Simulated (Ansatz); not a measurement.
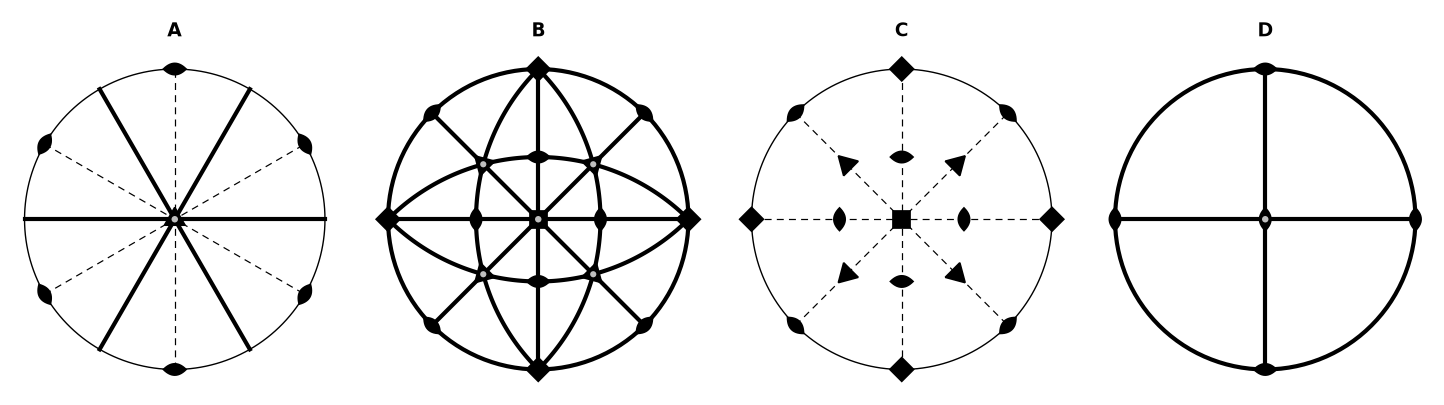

Stereographic projection: heavy lines are mirror planes (a heavy rim: a mirror in the plane of the page); lens, triangle, square and hexagon are 2-, 3-, 4- and 6-fold axes, a lens in an open square is −4, a triangle in an open hexagon −6; thin dashed diameters join the ends of axes that lie in the page; a small open circle marks inversion. Each shows the symmetry elements. The c axis points at the viewer. Computed from the symmetry of the structures below (computed or model cells, partly hypothetical).

> Match each stereogram to its crystal.
1. Ga, Cmcm, No. 63
2. Mn, P4₁32, No. 213
3. Ni, R-3m, No. 166, hexagonal axes
4. Nb, No. 225, Fm-3m

A is 3 (point group -3m); B is 4 (point group m-3m); C is 2 (point group 432); D is 1 (point group mmm).
